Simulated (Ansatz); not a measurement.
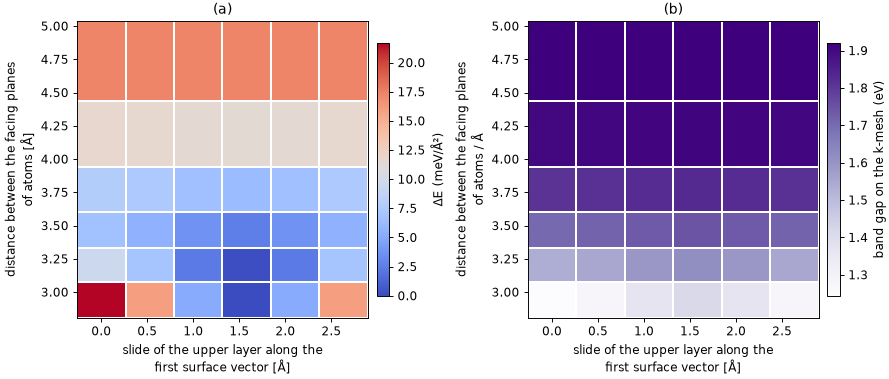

A bilayer of two WS₂ sheets (1H type), the upper one turned by 180 degrees about the normal (6 atoms in the cell). The upper layer of a bilayer is slid along a line and lifted, both layers rigid. The first coordinate is: slide of the upper layer along the first surface vector, from S4 above S3; the second: distance between the facing planes of atoms. The scan uses a 6 × 6 grid; 24 points were computed and 12 follow by symmetry. Points are written as (first, second). Energies are in meV/Å², from the lowest grid point. Method: Ansatz, DFT PBE+D3(BJ), scalar-relativistic, plane waves, PAW. Settings: cutoff 420 eV, k-mesh 9×9×1, gaussian smearing 0.05 eV, no spin polarisation.

Panel (a) is the energy and panel (b) the computed band gap on the k-mesh on the same grid.

The picture shows one coloured cell a grid point.

**How does the band gap on the k-mesh vary over the map, and what is it at the lowest grid point?**

It runs from 1.24 eV at (0.00 Å, 2.94 Å) to 1.92 eV at (0.00 Å, 4.74 Å). At the lowest grid point, (1.58 Å, 2.94 Å), it is 1.42 eV. That point lies on the edge of the scan.

| second ↓, first → | 0.00 | 0.53 | 1.05 | 1.58 | 2.11 | 2.63 |
| --- | --- | --- | --- | --- | --- | --- |
| 4.74 | 1.92 | 1.92 | 1.92 | 1.92 | 1.92 | 1.92 |
| 4.14 | 1.90 | 1.90 | 1.91 | 1.91 | 1.91 | 1.90 |
| 3.74 | 1.81 | 1.81 | 1.82 | 1.83 | 1.82 | 1.81 |
| 3.46 | 1.70 | 1.71 | 1.73 | 1.74 | 1.73 | 1.71 |
| 3.21 | 1.54 | 1.55 | 1.59 | 1.62 | 1.59 | 1.55 |
| 2.94 | 1.24 | 1.28 | 1.37 | 1.42 | 1.37 | 1.28 |

PAW datasets: the set soft_1.
